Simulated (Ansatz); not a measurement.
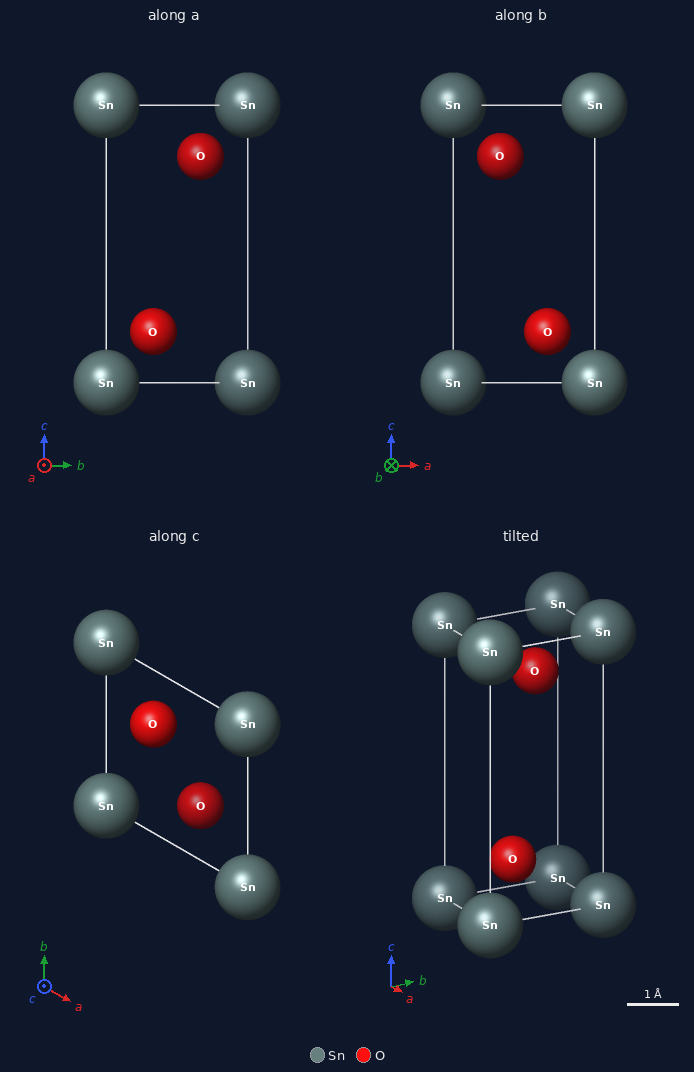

An orthographic spheres-only view of the structure, along the a axis, along the b axis, along the c axis and slightly off an axis. The box is the conventional unit cell; atoms on or close to its faces, edges and corners are drawn wherever they repeat.

Lattice parameters: a = 3.228 Å, b = 3.228 Å, c = 5.490 Å, α = 90.00°, β = 90.00°, γ = 120.00°.

Question: Give the atomic positions as a table of Wyckoff sites, with free fractional coordinates to two decimals.

Answer: Space group P-3m1 (No. 164).
| atom | site | x | y | z |
| --- | --- | --- | --- | --- |
| Sn | 1a | 0.00 | 0.00 | 0.00 |
| O | 2d | 0.6667 | 0.3333 | 0.18 |

The initial geometry was a random cell made by a generator, so it need not be a real form of the compound. Earlier steps of the study, as a rule a relaxation of our own, may have changed the cell and positions, so they can lie some per cent off the listed ones. A calculation with Ansatz used it as input.
